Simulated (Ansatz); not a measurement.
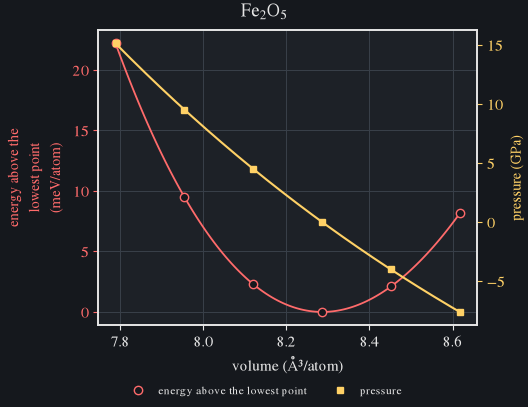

Method: equation of state of a cubic crystal from periodic Kohn-Sham density functional theory without spin, third-order Birch-Murnaghan fit to the free energies; pressure corrected for the finite basis (Ansatz 0.2.0 development build). Level: PBE.

structure type cubic X2O5; atoms in cell 14; space group number 224; lattice centring simple cubic; k mesh 11×11×11; occupation method Fermi–Dirac; occupation width 0.06123 eV; wave cutoff 700 eV; datasets hard PAW; density tolerance 1e−09 eV; bands 76; density cutoff ratio 4; search for lower states default.

Energy above the lowest point and pressure against volume for Fe₂O₅, space group Pn-3m (No. 224) (one of a set of cubic test structures, which need not be the stable phase).

A third-order Birch–Murnaghan fit gives V0 = 8.29 Å³/atom, B0 = 212 GPa and B′ = 4.5. The energy above the lowest point is 22.2 meV/atom at volume 7.7889 Å³/atom and 8.1 meV/atom at 8.6175 Å³/atom; the lowest computed point is at volume 8.2861 Å³/atom (0.0 meV/atom), and no other minimum shows among the points. The pressure falls from 15.1 GPa at volume 7.7889 Å³/atom to −7.6 GPa at 8.6175 Å³/atom, and changes sign near 8.29 Å³/atom.

Limits of the calculation: cubic model structure, not the ambient form; modest k-mesh, values are not fully converged in k; no spin polarisation, a magnetic state may lie lower.
